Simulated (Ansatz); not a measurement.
# Dielectric response of SiC (10-10) films, part 4 of 6

How well do thin wurtzite SiC (10-10) films screen a perpendicular field?

Ansatz 0.2.0; plane-wave DFT, PBE, Ansatz PAW (the session's first sound run).

So far. Step 18 (Atoms held, 20 atoms, units 5, field -0.05 V/Å): The dipole is -0.0533 e·Å, and the gap on the mesh 1.488 eV.

### 19. Response with the atoms held, 20 atoms, units 5

This step: plane-wave DFT, PBE, Ansatz PAW; response to a field along the normal, atoms held (Ansatz 0.2.0).

Local field over the applied field, running mean. From the potentials at -0.05 and 0.05 V/Å; running mean over 2.667 Å, taken twice. Table of local field over applied field by z:

```csv
z (Å),local field over applied field
5,0.985
6,0.923
7,0.754
8,0.492
9,0.253
10,0.134
11,0.114
12,0.123
13,0.130
14,0.134
15,0.135
16,0.133
17,0.127
18,0.119
19,0.115
20,0.171
21,0.347
22,0.614
23,0.843
24,0.960
25,0.993
```

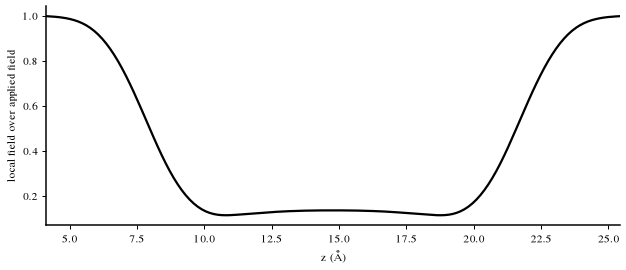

Local field over applied field against z.

The induced dipole is that of a conductor 12.41 Å thick.

### 20. Field on, atoms free, 20 atoms, units 5, field 0.05 V/Å

This step: plane-wave DFT, PBE, Ansatz PAW (Ansatz 0.2.0).

The same pair of relaxations in the field for this thickness.

Contents of input.yaml:

```yaml
crystal:
  lattice:
    - [3.08, 0.0, 0.0]
    - [0.0, 5.05, 0.0]
    - [0.0, 0.0, 29.5585523892]
  atoms:
    - { symbol: Si, position: [0.0, 0.0221208835, 0.3119365978] }
    - { symbol: C, position: [0.0, 0.3640865275, 0.3061662561] }
    - { symbol: Si, position: [0.5, 0.4894854701, 0.3313219609] }
    - { symbol: C, position: [0.5, 0.8639483901, 0.3326157324] }
    - { symbol: Si, position: [0.5, 0.0039953295, 0.3947888581] }
    - { symbol: C, position: [0.5, 0.3777924097, 0.3942348289] }
    - { symbol: Si, position: [0.0, 0.498909772, 0.4242193772] }
    - { symbol: C, position: [0.0, 0.8760927075, 0.4242333437] }
    - { symbol: Si, position: [0.0, 0.001367881, 0.4849220469] }
    - { symbol: C, position: [0.0, 0.3772006548, 0.485046611] }
    - { symbol: Si, position: [0.5, 0.5013678821, 0.5150779538] }
    - { symbol: C, position: [0.5, 0.8772006531, 0.5149533909] }
    - { symbol: Si, position: [0.5, -0.001090231, 0.5757806228] }
    - { symbol: C, position: [0.5, 0.3760927037, 0.5757666569] }
    - { symbol: Si, position: [0.0, 0.5039953241, 0.6052111421] }
    - { symbol: C, position: [0.0, 0.8777924045, 0.6057651709] }
    - { symbol: Si, position: [0.0, -0.0105145381, 0.6686780379] }
    - { symbol: C, position: [0.0, 0.3639483813, 0.6673842676] }
    - { symbol: Si, position: [0.5, 0.522120875, 0.6880634019] }
    - { symbol: C, position: [0.5, 0.8640865196, 0.6938337421] }
kpoints:
  mp_grid: { grid: [8, 6, 1] }
hamiltonian:
  xc: pbe
scf:
  occupations: { method: fixed }
  convergence: { dr2_threshold: 1.0e-10 }
efield:
  axis: 3
  dipole_correction: true
  ramp_position: 0.97
  ramp_width: 0.06
  amplitude: 0.05
relax:
  f_tol: 0.0006
  max_steps: 70
output:
  write_potential: true
  write_density: true
  volumetric_format: npy
```

Launch:

```
ansatz run input.yaml --threads 4 --pin off --max-ram 16384MiB --backend cpu --events-out ev --progress --plain --runs-dir out
```

Numbers of over 12 decimals in the logs are rounded to 6 here.

What it wrote:

```text
[...]
Crystal: 20 atoms, lattice volume = 459.754 Å³
Basis set: ecut = 420 eV, 8961 PW (Γ), exchange–correlation on 48×72×400 points (8 copies of the dense FFT grid, shifted against one another)
Bands: 60, of which v1, the nominal top of the filled ones, is band 40 counted from 1 (39 counted from 0)
Symmetry: 2 space group operations
k-points: 20 of 48 (time reversal used)
[...]
- { symbol: Si, position: [0.5, -0.00108948, 0.575787] }
    - { symbol: C, position: [0.5, 0.376094, 0.575761] }
    - { symbol: Si, position: [0.0, 0.503978, 0.605234] }
    - { symbol: C, position: [0.0, 0.877775, 0.605743] }
    - { symbol: Si, position: [0.0, -0.010534, 0.668679] }
    - { symbol: C, position: [0.0, 0.363924, 0.667378] }
    - { symbol: Si, position: [0.5, 0.522033, 0.688091] }
    - { symbol: C, position: [0.5, 0.863997, 0.693789] }
[key lines of the parts left out:]
SCF converged after 6 iterations
Free energy (F): -8866.905462 eV
Fermi energy:    1.270829 eV
Dipole field:    D = 0.022002 V/Å  (p = 0.055902 e·Å, saw-weighted, corrected)
```

It took 67 s on 4 threads of Arm Neoverse V1, shared host; peak memory 1.1 GiB; 4.4 min of CPU time.

Hardly anything moved in the relaxation; the energy changed by under 0.2 meV an atom.

The relaxation took 4 steps and lowered the energy by 6.5e-5 eV; the largest force on the free atoms ends at 3.0e-4 eV/Å.

The dipole is 0.0559 e·Å, and the gap on the mesh 1.503 eV.

### 21. Relaxing in the field, 20 atoms, units 5, field -0.05 V/Å

The opposite sign, again from the field-free geometry; the difference of the two cancels what relaxes without a field.

input.yaml, as its differences from that of step 20:

```diff
@@ -38,3 +38,3 @@
   ramp_width: 0.06
-  amplitude: 0.05
+  amplitude: -0.05
 relax:
```

What it wrote:

```text
[...]
Crystal: 20 atoms, lattice volume = 459.754 Å³
Basis set: ecut = 420 eV, 8961 PW (Γ), exchange–correlation on 48×72×400 points (8 copies of the dense FFT grid, shifted against one another)
Bands: 60, of which v1, the nominal top of the filled ones, is band 40 counted from 1 (39 counted from 0)
Symmetry: 2 space group operations
k-points: 20 of 48 (time reversal used)
[...]
- { symbol: Si, position: [0.5, -0.00109506, 0.575771] }
    - { symbol: C, position: [0.5, 0.376088, 0.575773] }
    - { symbol: Si, position: [0.0, 0.504007, 0.605189] }
    - { symbol: C, position: [0.0, 0.877796, 0.605776] }
    - { symbol: Si, position: [0.0, -0.010479, 0.668673] }
    - { symbol: C, position: [0.0, 0.363999, 0.667384] }
    - { symbol: Si, position: [0.5, 0.522221, 0.688031] }
    - { symbol: C, position: [0.5, 0.864186, 0.693869] }
[key lines of the parts left out:]
SCF converged after 6 iterations
Free energy (F): -8866.905462 eV
Fermi energy:    1.270829 eV
Dipole field:    D = -0.022002 V/Å  (p = -0.055902 e·Å, saw-weighted, corrected)
```

Elapsed: 67 s, on 4 threads; peak memory 1.1 GiB.

Hardly anything moved in the relaxation; the energy changed by under 0.2 meV an atom.

The relaxation took 4 steps and lowered the energy by 6.5e-5 eV; the largest force on the free atoms ends at 3.0e-4 eV/Å.

The dipole is -0.0559 e·Å, and the gap on the mesh 1.503 eV.

### 22. Response with the atoms relaxed, 20 atoms, units 5

This step: plane-wave DFT, PBE, Ansatz PAW; response to a field along the normal, atoms relaxed (Ansatz 0.2.0).

Local field over the applied field, running mean. From the potentials at -0.05 and 0.05 V/Å; running mean over 2.667 Å, taken twice. Local field over applied field against z:

```csv
z (Å),local field over applied field
5,0.986
6,0.922
7,0.751
8,0.464
9,0.217
10,0.0850
11,0.0685
12,0.0785
13,0.0904
14,0.0934
15,0.0950
16,0.0919
17,0.0893
18,0.0687
19,0.0720
20,0.117
21,0.314
22,0.595
23,0.842
24,0.962
25,0.994
```

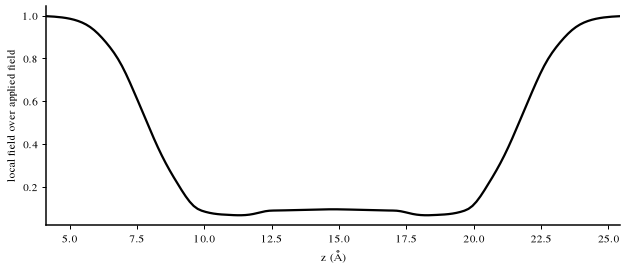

Local field over applied field against z.

The induced dipole is that of a conductor 13.01 Å thick.

### 23. Relaxing the film, 24 atoms, units 6

This step: plane-wave DFT, PBE, Ansatz PAW (Ansatz 0.2.0).

System of this step: SiC (10-10), 6 units. The cell holds 24 atoms: 12 Si and 12 C. Its edges and angles: a = 3.080 Å, b = 5.050 Å, c = 32.226 Å, α = 90.0°, β = 90.0°, γ = 90.0°. It derives from SiC (wurtzite SiC). Vacuum lies along c.

The next thickness, treated alike, so that differences show the interior and the faces cancel.

Contents of input.yaml:

```yaml
crystal:
  lattice:
    - [3.08, 0.0, 0.0]
    - [0.0, 5.05, 0.0]
    - [0.0, 0.0, 32.2259106328]
  atoms:
    - { symbol: Si, position: [0.0, 0.0, 0.2792783764] }
    - { symbol: C, position: [0.0, 0.375, 0.2792783764] }
    - { symbol: Si, position: [0.5, 0.5, 0.3068685794] }
    - { symbol: C, position: [0.5, 0.875, 0.3068685794] }
    - { symbol: Si, position: [0.5, 0.0, 0.3620489853] }
    - { symbol: C, position: [0.5, 0.375, 0.3620489853] }
    - { symbol: Si, position: [0.0, 0.5, 0.3896391882] }
    - { symbol: C, position: [0.0, 0.875, 0.3896391882] }
    - { symbol: Si, position: [0.0, 0.0, 0.4448195941] }
    - { symbol: C, position: [0.0, 0.375, 0.4448195941] }
    - { symbol: Si, position: [0.5, 0.5, 0.4724097971] }
    - { symbol: C, position: [0.5, 0.875, 0.4724097971] }
    - { symbol: Si, position: [0.5, 0.0, 0.5275902029] }
    - { symbol: C, position: [0.5, 0.375, 0.5275902029] }
    - { symbol: Si, position: [0.0, 0.5, 0.5551804059] }
    - { symbol: C, position: [0.0, 0.875, 0.5551804059] }
    - { symbol: Si, position: [0.0, 0.0, 0.6103608118] }
    - { symbol: C, position: [0.0, 0.375, 0.6103608118] }
    - { symbol: Si, position: [0.5, 0.5, 0.6379510147] }
    - { symbol: C, position: [0.5, 0.875, 0.6379510147] }
    - { symbol: Si, position: [0.5, 0.0, 0.6931314206] }
    - { symbol: C, position: [0.5, 0.375, 0.6931314206] }
    - { symbol: Si, position: [0.0, 0.5, 0.7207216236] }
    - { symbol: C, position: [0.0, 0.875, 0.7207216236] }
kpoints:
  mp_grid: { grid: [8, 6, 1] }
hamiltonian:
  xc: pbe
scf:
  occupations: { method: fixed }
  convergence: { dr2_threshold: 1.0e-09 }
efield:
  axis: 3
  dipole_correction: true
  ramp_position: 0.97
  ramp_width: 0.06
relax:
  f_tol: 0.003
  max_steps: 100
output:
  write_potential: true
  write_density: true
  volumetric_format: npy
```

What it wrote:

```text
[...]
Crystal: 24 atoms, lattice volume = 501.242 Å³
Basis set: ecut = 420 eV, 9773 PW (Γ), exchange–correlation on 48×72×432 points (8 copies of the dense FFT grid, shifted against one another)
Bands: 72, of which v1, the nominal top of the filled ones, is band 48 counted from 1 (47 counted from 0)
Symmetry: 2 space group operations
[...]
- { symbol: Si, position: [0.0, -0.00147695, 0.611110] }
    - { symbol: C, position: [0.0, 0.375786, 0.611061] }
    - { symbol: Si, position: [0.5, 0.503772, 0.638092] }
    - { symbol: C, position: [0.5, 0.877538, 0.638634] }
    - { symbol: Si, position: [0.5, -0.010843, 0.696323] }
    - { symbol: C, position: [0.5, 0.363653, 0.695109] }
    - { symbol: Si, position: [0.0, 0.521830, 0.714093] }
    - { symbol: C, position: [0.0, 0.863786, 0.719406] }
[key lines of the parts left out:]
SCF converged after 6 iterations
Free energy (F): -10641.208684 eV
Fermi energy:    1.931792 eV
Dipole field:    D = -0.000000 V/Å  (p = -0.000001 e·Å, saw-weighted, corrected)
Work function:   Φ+ = 5.6101 eV   Φ− = 5.6101 eV
```

Wall time 2.4 min (4 threads); peak memory 1.3 GiB.

Step by step:

```csv
step,energy less that of the first step (eV),largest force component (eV/Å)
1,0.0000,2.3963
2,-0.8550,1.6592
3,-1.1115,2.1161
4,-1.2302,0.2146
5,-1.2375,0.0292
6,-1.2377,0.0053
7,-1.2377,0.0021
```

Forces are held to the 2 operations that the run works with; a distortion that breaks them can't arise in this run.

The atoms that moved most (Å):

```csv
atom,dx,dy,dz,length
Si23,0.000,0.110,-0.214,0.240
Si1,0.000,0.110,0.214,0.240
Si3,0.000,-0.055,-0.103,0.117
Si21,0.000,-0.055,0.103,0.117
C4,0.000,-0.057,-0.064,0.086
C22,0.000,-0.057,0.064,0.086
C2,0.000,-0.057,0.042,0.071
C24,0.000,-0.057,-0.042,0.071
```

The relaxed structure:

```cif
data_structure
_symmetry_space_group_name_H-M 'P 1'
_symmetry_Int_Tables_number 1
_cell_length_a 3.0800
_cell_length_b 5.0500
_cell_length_c 32.2259
_cell_angle_alpha 90.000
_cell_angle_beta 90.000
_cell_angle_gamma 90.000
_cell_volume 501.24
loop_
_atom_site_label
_atom_site_type_symbol
_atom_site_fract_x
_atom_site_fract_y
_atom_site_fract_z
_atom_site_occupancy
Si1 Si 0.00000 0.02183 0.28591 1
C2 C 0.00000 0.36379 0.28059 1
Si3 Si 0.50000 0.48916 0.30368 1
C4 C 0.50000 0.86365 0.30489 1
Si5 Si 0.50000 0.00377 0.36191 1
C6 C 0.50000 0.37754 0.36137 1
Si7 Si 0.00000 0.49852 0.38889 1
C8 C 0.00000 0.87579 0.38894 1
Si9 Si 0.00000 0.00143 0.44456 1
C10 C 0.00000 0.37710 0.44463 1
Si11 Si 0.50000 0.50055 0.47231 1
C12 C 0.50000 0.87687 0.47219 1
Si13 Si 0.50000 0.00055 0.52769 1
C14 C 0.50000 0.37687 0.52781 1
Si15 Si 0.00000 0.50143 0.55544 1
C16 C 0.00000 0.87710 0.55537 1
Si17 Si 0.00000 0.99852 0.61111 1
C18 C 0.00000 0.37579 0.61106 1
Si19 Si 0.50000 0.50377 0.63809 1
C20 C 0.50000 0.87754 0.63863 1
Si21 Si 0.50000 0.98916 0.69632 1
C22 C 0.50000 0.36365 0.69511 1
Si23 Si 0.00000 0.52183 0.71409 1
C24 C 0.00000 0.86379 0.71941 1
```

The relaxation took 7 steps and lowered the energy by 1.2 eV; the largest force on the free atoms ends at 0.0021 eV/Å.

The gap is 1.56 eV, with the valence edge 5.61 eV and the conduction edge 4.05 eV under the upper vacuum level.

### 24. Single point on the relaxed film, 24 atoms, units 6

The next thickness, treated alike, so that differences show the interior and the faces cancel.

Contents of input.yaml:

```yaml
crystal:
  lattice:
    - [3.08, 0.0, 0.0]
    - [0.0, 5.05, 0.0]
    - [0.0, 0.0, 32.2259106328]
  atoms:
    - { symbol: Si, position: [0.0, 0.0218304488, 0.2859069411] }
    - { symbol: C, position: [0.0, 0.3637861677, 0.2805939005] }
    - { symbol: Si, position: [0.5, 0.4891574318, 0.3036769678] }
    - { symbol: C, position: [0.5, 0.8636528793, 0.3048905088] }
    - { symbol: Si, position: [0.5, 0.0037720378, 0.3619082265] }
    - { symbol: C, position: [0.5, 0.377537803, 0.3613656875] }
    - { symbol: Si, position: [0.0, 0.4985230356, 0.3888902813] }
    - { symbol: C, position: [0.0, 0.8757858605, 0.3889390447] }
    - { symbol: Si, position: [0.0, 0.0014347942, 0.4445627861] }
    - { symbol: C, position: [0.0, 0.3771015519, 0.4446327027] }
    - { symbol: Si, position: [0.5, 0.5005494077, 0.4723112551] }
    - { symbol: C, position: [0.5, 0.8768685001, 0.472185233] }
    - { symbol: Si, position: [0.5, 0.000549411, 0.5276887466] }
    - { symbol: C, position: [0.5, 0.3768685028, 0.5278147671] }
    - { symbol: Si, position: [0.0, 0.5014347981, 0.5554372156] }
    - { symbol: C, position: [0.0, 0.877101556, 0.5553672966] }
    - { symbol: Si, position: [0.0, -0.0014769524, 0.6111097196] }
    - { symbol: C, position: [0.0, 0.3757858731, 0.6110609536] }
    - { symbol: Si, position: [0.5, 0.5037720531, 0.6380917744] }
    - { symbol: C, position: [0.5, 0.8775378178, 0.6386343107] }
    - { symbol: Si, position: [0.5, -0.0108425425, 0.6963230335] }
    - { symbol: C, position: [0.5, 0.3636529031, 0.6951094888] }
    - { symbol: Si, position: [0.0, 0.52183047, 0.7140930596] }
    - { symbol: C, position: [0.0, 0.8637861917, 0.719406099] }
kpoints:
  mp_grid: { grid: [8, 6, 1] }
hamiltonian:
  xc: pbe
scf:
  occupations: { method: fixed }
  convergence: { dr2_threshold: 1.0e-09 }
efield:
  axis: 3
  dipole_correction: true
  ramp_position: 0.97
  ramp_width: 0.06
output:
  eigenvalues: true
  write_potential: true
  write_density: true
  volumetric_format: npy
```

What it wrote:

```text
[...]
Crystal: 24 atoms, lattice volume = 501.242 Å³
Basis set: ecut = 420 eV, 9773 PW (Γ)
Bands: 72, of which v1, the nominal top of the filled ones, is band 48 counted from 1 (47 counted from 0)
Symmetry: 2 space group operations
k-points: 20 of 48 (time reversal used)
[...]
k-point 0: bands = [... 44 lower, 1.7195, 1.8117, 1.9110, 1.9318, 4.6117, 4.6550, 4.8471, 5.1499, ... 20 higher]
  k-point 1: bands = [... 44 lower, 1.5813, 1.6409, 1.7595, 1.7946, 4.6038, 4.6221, 4.8935, 5.1381, ... 20 higher]
  k-point 2: bands = [... 44 lower, 1.2501, 1.4984, 1.6257, 1.7218, 4.3883, 4.3984, 5.0619, 5.1309, ... 20 higher]
  k-point 19: bands = [... 44 lower, -0.0369, -0.0369, 1.6789, 1.6789, 3.4870, 3.4870, 5.4604, 5.4604, ... 20 higher]
[key lines of the parts left out:]
SCF converged after 10 iterations
Free energy (F): -10641.208400 eV
Fermi energy:    1.931810 eV
Dipole field:    D = 0.000002 V/Å  (p = 0.000007 e·Å, saw-weighted, corrected)
Work function:   Φ+ = 5.6100 eV   Φ− = 5.6100 eV
```

Run time: 36 s. Hardware: 4 threads; peak memory 1.5 GiB; 2.4 min of CPU time.

The gap is 1.56 eV, with the valence edge 5.61 eV and the conduction edge 4.05 eV under the upper vacuum level.

### 25. Single point, 24 atoms, units 6, field 0.05 V/Å

input.yaml, as its differences from that of step 24:

```diff
@@ -36,3 +36,3 @@
   occupations: { method: fixed }
-  convergence: { dr2_threshold: 1.0e-09 }
+  convergence: { dr2_threshold: 1.0e-10 }
 efield:
@@ -42,4 +42,4 @@
   ramp_width: 0.06
+  amplitude: 0.05
 output:
-  eigenvalues: true
   write_potential: true
```

What it wrote:

```text
[...]
Crystal: 24 atoms, lattice volume = 501.242 Å³
Basis set: ecut = 420 eV, 9773 PW (Γ)
Bands: 72, of which v1, the nominal top of the filled ones, is band 48 counted from 1 (47 counted from 0)
Symmetry: 2 space group operations
k-points: 20 of 48 (time reversal used)
[...]
k-point 0: bands = [... 44 lower, 1.7183, 1.8021, 1.9134, 1.9425, 4.5821, 4.6826, 4.8464, 5.1512, ... 20 higher]
  k-point 1: bands = [... 44 lower, 1.5803, 1.6285, 1.7722, 1.7968, 4.5616, 4.6638, 4.8911, 5.1396, ... 20 higher]
  k-point 2: bands = [... 44 lower, 1.2492, 1.5005, 1.6117, 1.7360, 4.3419, 4.4445, 5.0591, 5.1312, ... 20 higher]
  k-point 19: bands = [... 44 lower, -0.0619, -0.0101, 1.6336, 1.7239, 3.4428, 3.5310, 5.4570, 5.4621, ... 20 higher]
[key lines of the parts left out:]
SCF converged after 14 iterations
Free energy (F): -10641.209979 eV
Fermi energy:    1.943935 eV
Dipole field:    D = 0.022804 V/Å  (p = 0.063167 e·Å, saw-weighted, corrected)
```

Wall time 43 s (4 threads); peak memory 1.4 GiB; 2.8 min of CPU time.

The dipole is 0.0632 e·Å, and the gap on the mesh 1.499 eV.

### 26. Atoms held, 24 atoms, units 6, field -0.05 V/Å

input.yaml, as its differences from that of step 25:

```diff
@@ -42,3 +42,3 @@
   ramp_width: 0.06
-  amplitude: 0.05
+  amplitude: -0.05
 output:
```

What it wrote:

```text
[...]
Crystal: 24 atoms, lattice volume = 501.242 Å³
Basis set: ecut = 420 eV, 9773 PW (Γ)
Bands: 72, of which v1, the nominal top of the filled ones, is band 48 counted from 1 (47 counted from 0)
Symmetry: 2 space group operations
k-points: 20 of 48 (time reversal used)
[...]
k-point 0: bands = [... 44 lower, 1.7183, 1.8021, 1.9134, 1.9425, 4.5821, 4.6826, 4.8464, 5.1512, ... 20 higher]
  k-point 1: bands = [... 44 lower, 1.5803, 1.6285, 1.7722, 1.7968, 4.5616, 4.6638, 4.8911, 5.1396, ... 20 higher]
  k-point 2: bands = [... 44 lower, 1.2492, 1.5005, 1.6117, 1.7360, 4.3419, 4.4445, 5.0591, 5.1312, ... 20 higher]
  k-point 19: bands = [... 44 lower, -0.0619, -0.0101, 1.6336, 1.7239, 3.4428, 3.5310, 5.4570, 5.4621, ... 20 higher]
[key lines of the parts left out:]
SCF converged after 14 iterations
Free energy (F): -10641.209979 eV
Fermi energy:    1.943936 eV
Dipole field:    D = -0.022804 V/Å  (p = -0.063167 e·Å, saw-weighted, corrected)
```

It took 42 s on 4 threads; peak memory 1.4 GiB; 2.8 min of CPU time.

The dipole is -0.0632 e·Å, and the gap on the mesh 1.499 eV.

### 27. Response with the atoms held, 24 atoms, units 6

This step: plane-wave DFT, PBE, Ansatz PAW; response to a field along the normal, atoms held (Ansatz 0.2.0).

Local field over the applied field, running mean. From the potentials at -0.05 and 0.05 V/Å; running mean over 2.667 Å, taken twice. The local field over applied field by z:

```csv
z (Å),local field over applied field
6,0.922
8,0.490
10,0.134
12,0.124
14,0.137
16,0.140
18,0.137
20,0.126
22,0.123
24,0.429
26,0.894
28,0.996
```

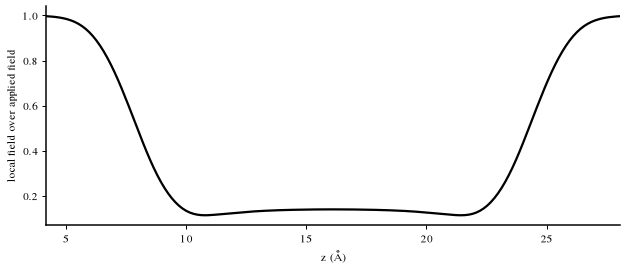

Local field over applied field, plotted against z.

The induced dipole is that of a conductor 14.70 Å thick.

### 28. Field on, atoms free, 24 atoms, units 6, field 0.05 V/Å

This step: plane-wave DFT, PBE, Ansatz PAW (Ansatz 0.2.0).

The same pair of relaxations in the field for this thickness.

input.yaml, as its differences from that of step 26:

```diff
@@ -42,3 +42,6 @@
   ramp_width: 0.06
-  amplitude: -0.05
+  amplitude: 0.05
+relax:
+  f_tol: 0.0006
+  max_steps: 70
 output:
```

What it wrote:

```text
[...]
Crystal: 24 atoms, lattice volume = 501.242 Å³
Basis set: ecut = 420 eV, 9773 PW (Γ), exchange–correlation on 48×72×432 points (8 copies of the dense FFT grid, shifted against one another)
Bands: 72, of which v1, the nominal top of the filled ones, is band 48 counted from 1 (47 counted from 0)
Symmetry: 2 space group operations
k-points: 20 of 48 (time reversal used)
[...]
- { symbol: Si, position: [0.0, -0.00147506, 0.611115] }
    - { symbol: C, position: [0.0, 0.375791, 0.611056] }
    - { symbol: Si, position: [0.5, 0.503758, 0.638113] }
    - { symbol: C, position: [0.5, 0.877522, 0.638615] }
    - { symbol: Si, position: [0.5, -0.010867, 0.696324] }
    - { symbol: C, position: [0.5, 0.363616, 0.695106] }
    - { symbol: Si, position: [0.0, 0.521724, 0.714120] }
    - { symbol: C, position: [0.0, 0.863679, 0.719365] }
[key lines of the parts left out:]
SCF converged after 6 iterations
Free energy (F): -10641.210341 eV
Fermi energy:    1.937403 eV
Dipole field:    D = 0.023936 V/Å  (p = 0.066304 e·Å, saw-weighted, corrected)
```

Elapsed: 90 s, on 4 threads; peak memory 1.3 GiB.

The relaxation took 4 steps and lowered the energy by 7.8e-5 eV; the largest force on the free atoms ends at 3.5e-4 eV/Å.

The dipole is 0.0663 e·Å, and the gap on the mesh 1.522 eV.

[end of part 4 of 6]

[Logs are printed without paths, hosts, clocks, repeated set-up lines and the standing remarks that a program may print on its own settings, such as how far it seeks lower states.]

[Hosts, paths, dates, database ids (printed as entryN), source tags and the programs' standing remarks are cut or masked in the printed files.]

[Maps of the electrostatic potential energy from Ansatz leave out the sawtooth potential of an applied field or a dipole correction, so their vacuum need not be flat; planar profiles and work functions include it.]
